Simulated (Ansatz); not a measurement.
**Ga: a changed input and its effect**

System: Ga (C2/m, 8 atoms in the cell).
Method of run 1: DFT, LDA, dispersion d3bj, plane waves, PAW, no spin polarisation (Ansatz 0.2.0).

The structure derives from a Materials Project entry. Text and figures count atoms from 1; the logs count them from 0 in places.

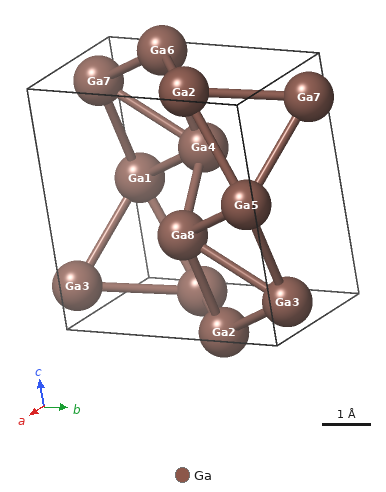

Figure 1. The starting structure (ball-and-stick view of the reduced cell, seen slightly off an axis; atoms are numbered from 1 in the order of the input). An atom can appear more than once, as a periodic image. Near neighbours in the periodic cell (some may lie outside the picture): Ga has 7 Ga at 2.46 to 2.75 Å.

## Input, run 1
```yaml
crystal:
  lattice:
    - [8.8597242146, 0.0, 0.0]
    - [0.0, 8.8597242146, 0.0]
    - [3.2788014337, 2.2149310536, 1.8864322541]
  atoms:
    - { symbol: Ga, position: [0.584357974, 0.1201867581, 0.5192529674] }
    - { symbol: Ga, position: [0.584357974, 0.6201867581, 0.5192529674] }
    - { symbol: Ga, position: [0.084357974, 0.9641712159, 0.1433151365] }
    - { symbol: Ga, position: [0.084357974, 0.4641712159, 0.1433151365] }
    - { symbol: Ga, position: [0.415642026, 0.8798132419, 0.4807470326] }
    - { symbol: Ga, position: [0.415642026, 0.3798132419, 0.4807470326] }
    - { symbol: Ga, position: [0.915642026, 0.0358287841, 0.8566848635] }
    - { symbol: Ga, position: [0.915642026, 0.5358287841, 0.8566848635] }
basis:
  ecutwfc: 420
  xc_grid: 2
kpoints:
  mp_grid: { grid: [4, 4, 18] }
hamiltonian:
  xc: lda
  dispersion: d3bj
scf:
  occupations: { method: gaussian, width: 0.1 }
output:
  forces: true
  eigenvalues: true
  stress: true
relax:
  adjacent_minimum: "off"
  f_tol: 0.01
  max_steps: 50
  cell: { fix: [a, b, gamma], stress_tol: 0.1 }
```

Command:
```bash
ansatz run input.yaml --threads 8 --pin off --max-ram 28672MiB --backend cpu --events-out ev --progress --plain --runs-dir out
```

Hardware: 8 threads of Intel Xeon (Sapphire Rapids), 192 GiB of memory available, shared host.

## Output, shortened to warnings, some set-up lines, iterations and results (run 1)
```
Warning: the engine holds no damping parameters fitted to this dispersion correction and functional, so the run takes those fitted to pbe (hamiltonian.dispersion, under Limitations)
Basis set: ecut = 420 eV, 2921 PW (Γ), FFT grids on a1+a2−3a3, −a1+2a3, a3, exchange–correlation on 90×90×60 points (8 copies of the dense FFT grid, shifted against one another)
Symmetry: 4 space group operations
k-points: 148 of 288
Initial density: superposition of atomic densities (neutral atoms: chi_scale 0, normalization atom), corrected by the library's trained network
[...]
SCF iter   1: F=—  HF=-29658.315642 eV  |F-HF|=—  |Δ(HF+E_count)|=         —  Δρ=5.76e-3  dr2=1.69e-2  ethr=1.77e-3  ⟨swp⟩=5.8  Hψ=31132  notcnv=0  defer=43
SCF iter   2: F=—  HF=-29658.310733 eV  |F-HF|=—  |Δ(HF+E_count)|=   4.91e-3  Δρ=2.58e-3  dr2=5.54e-3  ethr=1.62e-5  ⟨swp⟩=2.0  Hψ=17950  notcnv=0  defer=58
SCF iter   3: F=—  HF=-29658.309561 eV  |F-HF|=—  |Δ(HF+E_count)|=   1.17e-3  Δρ=1.39e-3  dr2=1.53e-3  ethr=5.32e-6  ⟨swp⟩=2.0  Hψ=16375  notcnv=0  defer=58
SCF iter   4: F=—  HF=-29658.309110 eV  |F-HF|=—  |Δ(HF+E_count)|=   4.51e-4  Δρ=2.33e-4  dr2=9.22e-5  ethr=1.47e-6  ⟨swp⟩=3.0  Hψ=17115  notcnv=0  defer=58
SCF iter   5: F=—  HF=-29658.309068 eV  |F-HF|=—  |Δ(HF+E_count)|=   4.13e-5  Δρ=4.52e-5  dr2=3.88e-6  ethr=8.86e-8  ⟨swp⟩=2.0  Hψ=16358  notcnv=0  defer=58
[... 23 lines ...]
SCF iter   4: F=—  HF=-29658.338567 eV  |F-HF|=—  |Δ(HF+E_count)|=   7.99e-8  Δρ=2.12e-6  dr2=7.39e-9  ethr=5.57e-11  ⟨swp⟩=3.0  Hψ=18040  notcnv=0
SCF iter   5: F=—  HF=-29658.338567 eV  |F-HF|=—  |Δ(HF+E_count)|=   3.38e-9  Δρ=6.62e-7  dr2=1.38e-9  ethr=7.11e-12  ⟨swp⟩=2.0  Hψ=16901  notcnv=0
SCF iter   6: F=-29658.338567 eV  HF=-29658.338567 eV  |F-HF|=2.18e-11  |Δ(HF+E_count)|=  1.49e-10  Δρ=1.83e-7  dr2=6.35e-11  ethr=1.00e-12  ⟨swp⟩=3.2  Hψ=32080  notcnv=0
SCF 4 converged in 6 iterations: F = -29658.338567 eV  dr2 = 6.35e-11
relax step   4: F+E_penalty+E_count = -29658.33856738 eV  Δ(F+E_penalty+E_count) = +5.029e-4 eV  max|allowed force component| = 7.577e-3 eV/Å  Δτ_max = 0.0000 Å  P = -2.107 …
basis re-selected at this cell: Δ(F+E_penalty+E_count) = +5.029e-4 eV, ΔP = +0.001 GPa vs the last step (what re-selecting the basis moved, of the pressure what is left beyond the Pulay correction that the steps carried, after the strain that the cell walked since its last selection, with what the …
SCF converged after 6 iterations
Free energy (F): -29658.338567 eV
Harris-Foulkes:  -29658.338567 eV  (|F-HF|=2.18e-11)
Internal energy: -29658.329965 eV  (E = F + TS)
E sigma→0 (E₀):  -29658.334266 eV
Entropy (-TS):   -0.008603 eV (-1.075 meV/atom)
Fermi energy:    9.683297 eV
--- Per-component energies (eV) ---
  E_band       = -308.148212
  E_kinetic    = 933.214657
  E_local      = -14793.259437  (includes V_loc(G=0)·N_el)
  E_nonlocal   = 3396.190816
  E_hartree    = 6953.924330
  E_xc         = -557.530913
  E_vxc        = -477.002535  (∫ρ·V_xc dr)
  E_paw        = -15281.452602  (= ΣΔE_a)
  E_vpaw       = -3275.139020  (= ΣTr[D̂ρ^β])
  E_aug_tail   = -0.001004  (compensation charges beyond the density's cutoff)
  E_ewald      = -10320.684519
  E_disp       = -2.559131  (pairwise vdW)
  E_core_change = 13.827839  (= ΣΔE_core)
  E_smearing   = -0.008603  (= −TS)
  E_closure    = -0.000000  (closes the sum)
  Σ components = -29658.338567   (vs F -29658.338567, Δ=0.00e0)
--- Forces (eV/Å), atoms counted from 1 ---
  atom   1  Ga    -0.00757728    -0.00007511     0.00267488
  atom   2  Ga    -0.00757728    -0.00007511     0.00267488
  atom   3  Ga     0.00305048     0.00025967    -0.00442511
  atom   4  Ga     0.00305048     0.00025967    -0.00442511
  atom   5  Ga     0.00757728     0.00007511    -0.00267488
  atom   6  Ga     0.00757728     0.00007511    -0.00267488
  atom   7  Ga    -0.00305048    -0.00025967     0.00442511
  atom   8  Ga    -0.00305048    -0.00025967     0.00442511
  max |Σ_I F_I| component: 5.20e-18 eV/Å
--- Stress (GPa, compression-positive) ---
       -4.358027      -0.008292      -0.017564
       -0.008292      -2.031158      -0.002884
       -0.017564      -0.002884       0.068123
  P = ⅓ Tr σ = -2.1070 GPa (-21.070 kbar)
--- Relaxed structure (3 steps of the walk, 3 accepted, 1 SCFs on fresh bases) ---
  F+E_penalty+E_count = -29658.33856738 eV   max|allowed force component| = 7.577e-3 eV/Å   (the final SCF, on the basis selected at the relaxed cell)
  cell:  # Å, volume = 145.1931 Å³
[...]
```

For run 2 the input was changed thus:
```diff
-  xc_grid: 2
-  dispersion: d3bj
```

What does this change do to the results?

The total energies belong to different models, so their difference says nothing on which is more stable or more accurate. The pressure goes from −2.11 to −0.78 GPa. The volume per atom goes from 18.15 to 18.57 Å³. The SCF takes 23 iterations over all geometry steps against 25.

## Output, shortened to warnings, some set-up lines, iterations and results (run 2)
```
Basis set: ecut = 420 eV, 2921 PW (Γ), FFT grids on a1+a2−3a3, −a1+2a3, a3
Symmetry: 4 space group operations
k-points: 148 of 288
Initial density: superposition of atomic densities (neutral atoms: chi_scale 0, normalization atom), corrected by the library's trained network
[...]
SCF iter   1: F=—  HF=-29655.806639 eV  |F-HF|=—  |Δ(HF+E_count)|=         —  Δρ=5.76e-3  dr2=1.69e-2  ethr=1.77e-3  ⟨swp⟩=5.8  Hψ=31132  notcnv=0  defer=43
SCF iter   2: F=—  HF=-29655.801730 eV  |F-HF|=—  |Δ(HF+E_count)|=   4.91e-3  Δρ=2.58e-3  dr2=5.54e-3  ethr=1.62e-5  ⟨swp⟩=2.0  Hψ=17950  notcnv=0  defer=58
SCF iter   3: F=—  HF=-29655.800558 eV  |F-HF|=—  |Δ(HF+E_count)|=   1.17e-3  Δρ=1.39e-3  dr2=1.53e-3  ethr=5.32e-6  ⟨swp⟩=2.0  Hψ=16375  notcnv=0  defer=58
SCF iter   4: F=—  HF=-29655.800106 eV  |F-HF|=—  |Δ(HF+E_count)|=   4.52e-4  Δρ=2.33e-4  dr2=9.22e-5  ethr=1.47e-6  ⟨swp⟩=3.0  Hψ=17115  notcnv=0  defer=58
SCF iter   5: F=—  HF=-29655.800065 eV  |F-HF|=—  |Δ(HF+E_count)|=   4.11e-5  Δρ=4.52e-5  dr2=3.88e-6  ethr=8.86e-8  ⟨swp⟩=2.0  Hψ=16358  notcnv=0  defer=58
[... 21 lines ...]
SCF iter   3: F=—  HF=-29655.808453 eV  |F-HF|=—  |Δ(HF+E_count)|=   7.28e-6  Δρ=2.23e-5  dr2=3.36e-8  ethr=2.48e-10  ⟨swp⟩=2.1  Hψ=14849  notcnv=0
SCF iter   4: F=—  HF=-29655.808453 eV  |F-HF|=—  |Δ(HF+E_count)|=   5.86e-7  Δρ=2.06e-6  dr2=3.84e-9  ethr=3.23e-11  ⟨swp⟩=2.0  Hψ=15687  notcnv=0
SCF iter   5: F=-29655.808453 eV  HF=-29655.808453 eV  |F-HF|=1.82e-10  |Δ(HF+E_count)|=   3.02e-9  Δρ=3.33e-7  dr2=2.21e-10  ethr=1.00e-12  ⟨swp⟩=3.5  Hψ=37212  notcnv=0
SCF 4 converged in 5 iterations: F = -29655.808453 eV  dr2 = 2.21e-10
relax step   4: F+E_penalty+E_count = -29655.80845313 eV  Δ(F+E_penalty+E_count) = -7.525e-5 eV  max|allowed force component| = 2.683e-3 eV/Å  Δτ_max = 0.0000 Å  P = -0.779 …
basis re-selected at this cell: Δ(F+E_penalty+E_count) = -7.525e-5 eV, ΔP = +0.000 GPa vs the last step (what re-selecting the basis moved, of the pressure what is left beyond the Pulay correction that the steps carried, after the strain that the cell walked since its last selection, with what the …
SCF converged after 5 iterations
Free energy (F): -29655.808453 eV
Harris-Foulkes:  -29655.808453 eV  (|F-HF|=1.82e-10)
Internal energy: -29655.798777 eV  (E = F + TS)
E sigma→0 (E₀):  -29655.803615 eV
Entropy (-TS):   -0.009676 eV (-1.209 meV/atom)
Fermi energy:    9.422815 eV
--- Per-component energies (eV) ---
  E_band       = -336.893479
  E_kinetic    = 931.013672
  E_local      = -14925.862001  (includes V_loc(G=0)·N_el)
  E_nonlocal   = 3396.304086
  E_hartree    = 7006.518010
  E_xc         = -556.188318
  E_vxc        = -475.268805  (∫ρ·V_xc dr)
  E_paw        = -15281.961714  (= ΣΔE_a)
  E_vpaw       = -3276.115898  (= ΣTr[D̂ρ^β])
  E_aug_tail   = -0.000972  (compensation charges beyond the density's cutoff)
  E_ewald      = -10239.449379
  E_core_change = 13.827839  (= ΣΔE_core)
  E_smearing   = -0.009676  (= −TS)
  E_closure    = -0.000000  (closes the sum)
  Σ components = -29655.808453   (vs F -29655.808453, Δ=0.00e0)
--- Forces (eV/Å), atoms counted from 1 ---
  atom   1  Ga    -0.00091708     0.00248910    -0.00268341
  atom   2  Ga    -0.00091708     0.00248910    -0.00268341
  atom   3  Ga     0.00185595    -0.00059219    -0.00236736
  atom   4  Ga     0.00185595    -0.00059219    -0.00236736
  atom   5  Ga     0.00091708    -0.00248910     0.00268341
  atom   6  Ga     0.00091708    -0.00248910     0.00268341
  atom   7  Ga    -0.00185595     0.00059219     0.00236736
  atom   8  Ga    -0.00185595     0.00059219     0.00236736
  max |Σ_I F_I| component: 8.67e-19 eV/Å
--- Stress (GPa, compression-positive) ---
       -2.082332      -0.016357       0.039395
       -0.016357      -0.289548      -0.021761
        0.039395      -0.021761       0.034983
  P = ⅓ Tr σ = -0.7790 GPa (-7.790 kbar)
--- Relaxed structure (3 steps of the walk, 3 accepted, 1 SCFs on fresh bases) ---
  F+E_penalty+E_count = -29655.80845313 eV   max|allowed force component| = 2.683e-3 eV/Å   (the final SCF, on the basis selected at the relaxed cell)
  cell:  # Å, volume = 148.5223 Å³
[...]
```

## The two runs side by side

| quantity | run 1 | run 2 |
| --- | --- | --- |
| outcome | converged | converged |
| free energy per atom (eV) | −3707.2923 | −3706.9761 |
| energy per atom, smearing taken to zero (eV) | −3707.2918 | −3706.9755 |
| gap on the mesh (eV) | 0.00 | 0.00 |
| pressure (GPa) | −2.11 | −0.78 |
| volume per atom (Å³) | 18.15 | 18.57 |
| largest force (eV/Å) | 0.008 | 0.004 |
| SCF iterations | 25 | 23 |
| irreducible k-points | 148 | 148 |
| wall time (shared host) | 57 s | 56 s |

For run 1: Warnings: the dispersion correction has no parameters fitted for this combination and takes those fitted for PBE.
